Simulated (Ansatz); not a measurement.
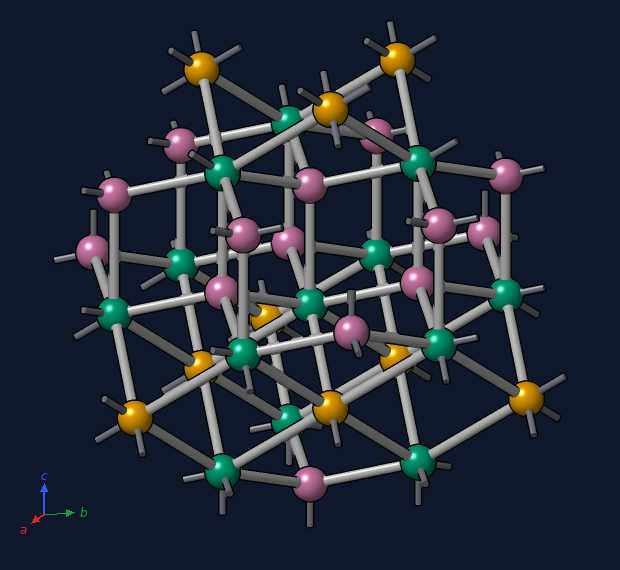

The picture shows a finite piece of the underlying net of a crystal structure, nodes on the atoms' positions. Nodes are coloured by topological kind. Edges to nodes outside the piece are drawn as stubs.

### Classify the net: periodicity, connectivity, name.

A trinodal (4,6,7)-connected, three-periodic net.

### Give point symbol and coordination sequence of each kind of node.

4-connected node: 4⁶, sequence 4, 18, 31, 83, 79; 6-connected node: 4¹²·6³, sequence 6, 24, 30, 74, 84; 7-connected node: 4¹²·6⁹, sequence 7, 15, 46, 53, 121.

The net was derived as follows. La₂O₃ (space group P-3m1, No. 164). Coordinates: the geometry relaxed with Ansatz, DFT, r2SCAN, plane waves, PAW. Bonds are taken as La–O below 3.1 Å. Atoms with one bond or none are removed and atoms with two bonds are replaced by edges, until no such atom is left. O(2d) is a 4-connected node; O(1a) is a 6-connected node; La is a 7-connected node, in the ratio 2:1:2.
